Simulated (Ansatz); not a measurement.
**Single-point calculation, with input and output: MgO2**

MgO2 (R-3m, 3 atoms in the cell), computed with DFT LDA, scalar-relativistic, plane waves, PAW, no spin polarisation (Ansatz 0.2.0).

The structure derives from a Materials Project entry. Figures and captions count atoms from 1; the log counts them from 0 in places.

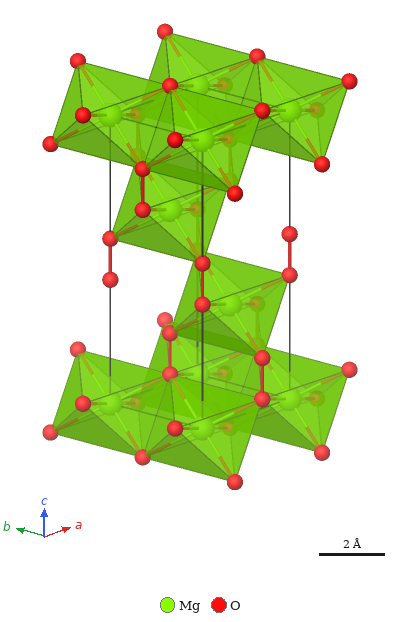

Figure 1. The input geometry (polyhedral view of the cell 3 times as large as that of the calculation, set on its symmetry axes, seen at an oblique angle; polyhedra are completed across the faces of the cell).

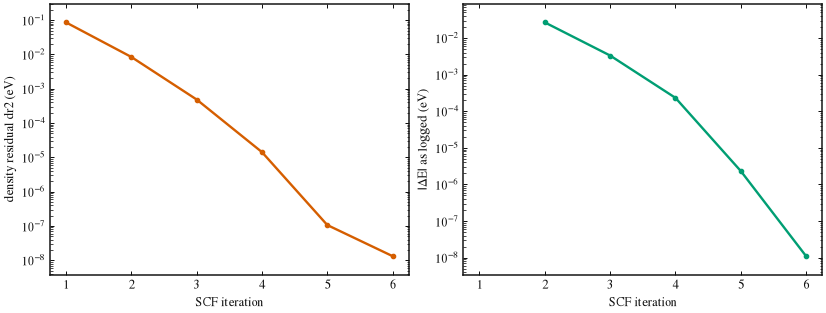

Figure 2. Convergence of the self-consistent field: density residual dr2 and size of the energy change against the SCF iteration. The residual falls at every step.

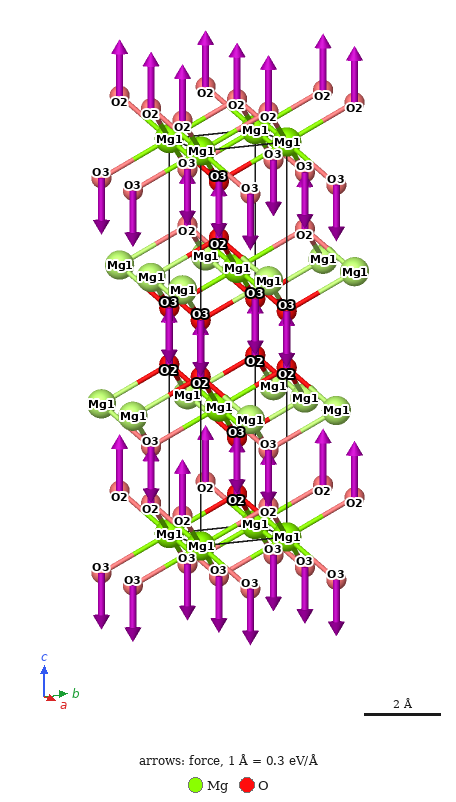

Figure 3. Forces on the atoms as pink arrows (ball-and-stick view of the cell 3 times as large as that of the calculation, set on its symmetry axes, seen slightly off an axis; neighbours outside the cell are drawn fainter; atoms are numbered from 1 in the order of the input). The largest act on O2, O3 (0.45 eV/Å). The geometry is not a stationary point of this energy.

The input that produced these results follows, with the program's output.

## Input file
```yaml
crystal:
  lattice:
    - [1.604761016, 0.9265092046, 3.4939788749]
    - [-1.604761016, 0.9265092046, 3.4939788749]
    - [0.0, -1.8530184092, 3.4939788749]
  atoms:
    - { symbol: Mg, position: [0.0, 0.0, 0.0] }
    - { symbol: O, position: [0.428786, 0.428786, 0.428786] }
    - { symbol: O, position: [0.571214, 0.571214, 0.571214] }
basis:
  ecutwfc: 420
kpoints:
  mp_grid: { grid: [12, 12, 12] }
hamiltonian:
  xc: lda
scf:
  occupations: { method: fermi_dirac, width: 0.02 }
output:
  forces: true
  stress: true
  eigenvalues: true
```

Command:
```bash
ansatz run input.yaml --threads 1 --pin off --max-ram 2560MiB --backend cpu --events-out ev --progress --plain --runs-dir out
```

## Output
```
Engine: ansatz 0.2.0, aarch64-unknown-linux-gnu
Pseudopotentials: kind: paw
Pseudopotential: Mg, paw, valence charge 10, recommended cutoff 420 eV (normal), Mg.paw.azcp
Pseudopotential: O, paw, valence charge 6, recommended cutoff 420 eV (normal), O.paw.azcp
Functional definition: SPW92
  exchange = slater_x
  correlation = pw_c
Crystal: 3 atoms, lattice volume = 31.170 Å³
Basis set: ecut = 420 eV, 617 PW (Γ)
Bands: 15, of which v1, the nominal top of the filled ones, is band 11 counted from 1 (10 counted from 0)
Symmetry: 12 space group operations
Space group: R-3m (ITA 166), of the structure as read, at distance tolerance 3.1e-5 Å
k-points: 189 of 1728
Non-local potential: Mg, projectors of the file, l = 0: 3, l = 1: 2, l = 2: 1
Non-local potential: O, projectors of the file, l = 0: 2, l = 1: 2, l = 2: 1
PAW form: soft (Blöchl's): semilocal exchange-correlation on the pseudo side does not see the compensation charge
PAW frozen core: Mg, regenerated for the run's functional, and the local potential with it (the file was generated under x = pbe(κ = 0.804, μ = 0.2195149727645171), c = pbe(β = 0.06672455060314922))
PAW frozen core: O, regenerated for the run's functional, and the local potential with it (the file was generated under x = pbe(κ = 0.804, μ = 0.2195149727645171), c = pbe(β = 0.06672455060314922))
PAW one-centre angular grid: Mg, 110 points (default); XC on 64 Gauss nodes
PAW one-centre angular grid: O, 110 points (default); XC on 64 Gauss nodes
Initial density: superposition of atomic densities (neutral atoms: chi_scale 0, normalization atom), corrected by the library's trained network
Initial wavefunctions: pseudopotential atomic-orbital guess
Functional: x = slater, c = lda
SCF iter   1: F=—  HF=-3012.130172 eV  |F-HF|=—  |Δ(HF+E_count)|=         —  Δρ=1.69e-2  dr2=8.63e-2  ethr=1.77e-3  ⟨swp⟩=6.1  Hψ=15067  notcnv=0
preconditioner: auto → none  [insulator: Δε(μ)=2.161 eV  Ē_g=15.861 eV  σ=0.020 eV  W_gap=1.00  n_scr=14 (ndim 8)  ℏωp=24.9 eV  f_vac=0.038  D(μ)=0.00/eV (n_scr^D=0)  ε∞_Penn≈3.5]
SCF iter   2: F=—  HF=-3012.103474 eV  |F-HF|=—  |Δ(HF+E_count)|=   2.67e-2  Δρ=7.66e-3  dr2=8.47e-3  ethr=3.92e-4  ⟨swp⟩=2.1  Hψ=6017  notcnv=0
SCF iter   3: F=—  HF=-3012.100155 eV  |F-HF|=—  |Δ(HF+E_count)|=   3.32e-3  Δρ=1.92e-3  dr2=4.86e-4  ethr=3.85e-5  ⟨swp⟩=2.5  Hψ=4813  notcnv=0
SCF iter   4: F=—  HF=-3012.099923 eV  |F-HF|=—  |Δ(HF+E_count)|=   2.32e-4  Δρ=3.63e-4  dr2=1.42e-5  ethr=2.21e-6  ⟨swp⟩=2.0  Hψ=3656  notcnv=0
SCF iter   5: F=—  HF=-3012.099921 eV  |F-HF|=—  |Δ(HF+E_count)|=   2.33e-6  Δρ=2.78e-5  dr2=1.06e-7  ethr=6.45e-8  ⟨swp⟩=2.7  Hψ=4080  notcnv=0
SCF iter   6: F=-3012.099921 eV  HF=-3012.099921 eV  |F-HF|=8.87e-9  |Δ(HF+E_count)|=   1.10e-8  Δρ=7.88e-6  dr2=1.31e-8  ethr=4.55e-10  ⟨swp⟩=5.0  Hψ=12006  notcnv=0
SCF 1 converged in 6 iterations: F = -3012.099921 eV  dr2 = 1.31e-8
  greatest PAW one-centre occupation: 1.000 electrons in one spin orbital (limit 2), on the Mg atom at site 0 (counted from 0), in its partial waves of l = 1
SCF converged after 6 iterations
Free energy (F): -3012.099921 eV
Harris-Foulkes:  -3012.099921 eV  (|F-HF|=8.87e-9)
Internal energy: -3012.099921 eV  (E = F + TS)
E sigma→0 (E₀):  -3012.099921 eV
Fermi energy:    7.149631 eV
--- Per-component energies (eV) ---
  E_band       = -359.529132
  E_kinetic    = 423.480456
  E_local      = -2142.629235  (includes V_loc(G=0)·N_el)
  E_nonlocal   = 196.007736
  E_hartree    = 743.845235
  E_xc         = -173.484333
  E_vxc        = -223.503085  (∫ρ·V_xc dr)
  E_paw        = -564.327375  (= ΣΔE_a)
  E_vpaw       = -100.579524  (= ΣTr[D̂ρ^β])
  E_aug_tail   = 0.004991  (compensation charges beyond the density's cutoff)
  E_ewald      = -1495.341718
  E_core_change = 0.344322  (= ΣΔE_core)
  E_smearing   = -0.000000  (= −TS)
  E_closure    = 0.000000  (closes the sum)
  Σ components = -3012.099921   (vs F -3012.099921, Δ=0.00e0)
--- Forces (eV/Å), atoms counted from 1 ---
  atom   1  Mg     0.00000000     0.00000000    -0.00000000
  atom   2  O      0.00000000     0.00000000     0.45015808
  atom   3  O      0.00000000    -0.00000000    -0.45015808
  max |Σ_I F_I| component: 6.36e-18 eV/Å
--- Stress (GPa, compression-positive) ---
       -8.580795       0.000000       0.000000
        0.000000      -8.580795       0.000000
        0.000000       0.000000     -13.228810
  P = ⅓ Tr σ = -10.1301 GPa (-101.301 kbar)
--- Band table (eV; the first three rows and the last of 189) ---
  k-point 0: bands = ["-66.6498", "-34.0951", "-34.0689", "-34.0689", "-15.0291", "-8.1906", "-1.7200", "2.7109", "2.7109", "5.2238", "5.2238", "10.3887", "10.7245", "17.8538", "19.6366"]
  k-point 1: bands = ["-66.6496", "-34.0948", "-34.0713", "-34.0694", "-14.9956", "-8.2123", "-1.6673", "2.5069", "2.6865", "5.1710", "5.1904", "10.5160", "10.8661", "17.8822", "19.7539"]
  k-point 2: bands = ["-66.6492", "-34.0940", "-34.0776", "-34.0707", "-14.9024", "-8.2713", "-1.5223", "1.9873", "2.6215", "5.0539", "5.1041", "10.5553", "11.5042", "17.9592", "18.5844"]
  k-point 188: bands = ["-66.6497", "-34.0992", "-34.0690", "-34.0690", "-14.5141", "-9.8869", "1.0673", "2.1884", "2.1884", "6.0331", "6.0331", "8.2197", "10.7517", "15.1629", "19.9044"]
```

## Key numbers

| quantity | value |
| --- | --- |
| outcome | converged |
| space group (tolerance 0.01 Å) | R-3m (166) |
| electrons treated | 22 |
| free energy | −3012.0999 eV |
| Fermi energy | 7.150 eV |
| gap on the k-point mesh | 2.19 eV |
| pressure | −10.13 GPa |
| largest force (length of the vector) | 0.450 eV/Å |
| hardware | 1 thread of Arm Neoverse V1, 24 GiB of memory available, shared host |
| wall time | 4.6 s |
| peak memory | 0.33 GiB |

The cell is under a tension of 10.1 GPa at this level, so it is not at its equilibrium volume.
